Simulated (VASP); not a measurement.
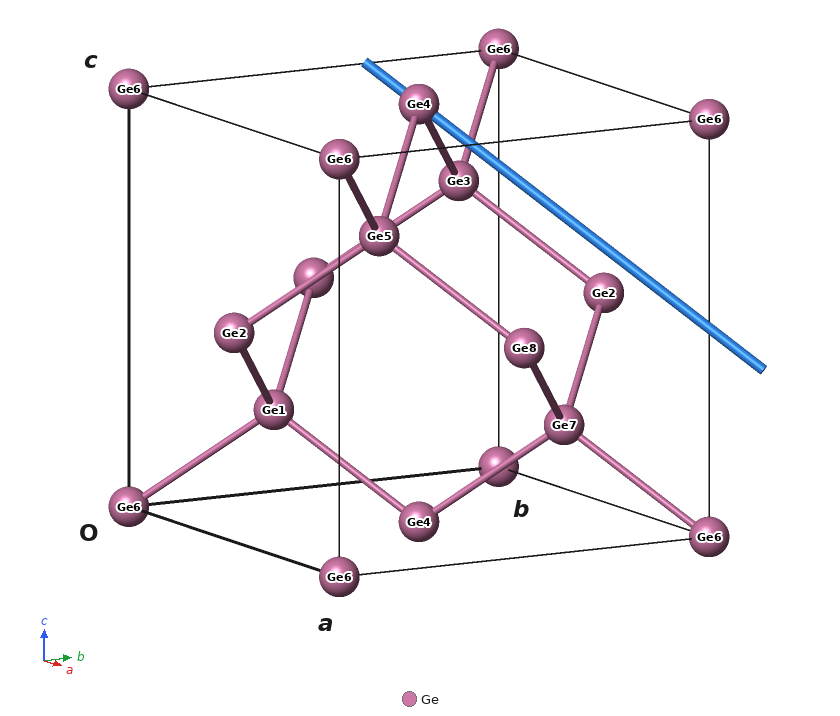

The coloured rod is the axis of a symmetry operation of the crystal. Crystal: Ge, the geometry relaxed with VASP 6.6.1, VASP Kohn-Sham DFT of a periodic cell, RPBE with D3(BJ), VASP PAW PBE potentials, recommended. All values are computed from the atomic coordinates in the standard setting (tolerance 0.002 Å).

a = 5.531 Å, b = 5.531 Å, c = 5.531 Å, α = 90.00°, β = 90.00°, γ = 90.00°.

| atom | x | y | z |
| --- | --- | --- | --- |
| Ge1 | 0.2500 | 0.2500 | 0.2500 |
| Ge2 | 0.5000 | 0.0000 | 0.5000 |
| Ge3 | 0.2500 | 0.7500 | 0.7500 |
| Ge4 | 0.5000 | 0.5000 | 0.0000 |
| Ge5 | 0.7500 | 0.2500 | 0.7500 |
| Ge6 | 0.0000 | 0.0000 | 0.0000 |
| Ge7 | 0.7500 | 0.7500 | 0.2500 |
| Ge8 | 0.0000 | 0.5000 | 0.5000 |

Take the operation x, y, z → y, −z+3/2, −x+3/2.

Question: What kind of operation is it, and where does it lie?

Answer: It is a 3-fold rotation, about the line along [−1 −1 1] through (2/3, 2/3, 5/6).

Question: Onto which atom does it carry each atom (up to whole multiples of a, b and c)?

Answer: Ge1 → Ge1, Ge2 → Ge6, Ge3 → Ge7, Ge4 → Ge4, Ge5 → Ge3, Ge6 → Ge8, Ge7 → Ge5, Ge8 → Ge2.

Question: What is the crystal's space group?

Answer: No. 227, Fd-3m, origin choice 1.
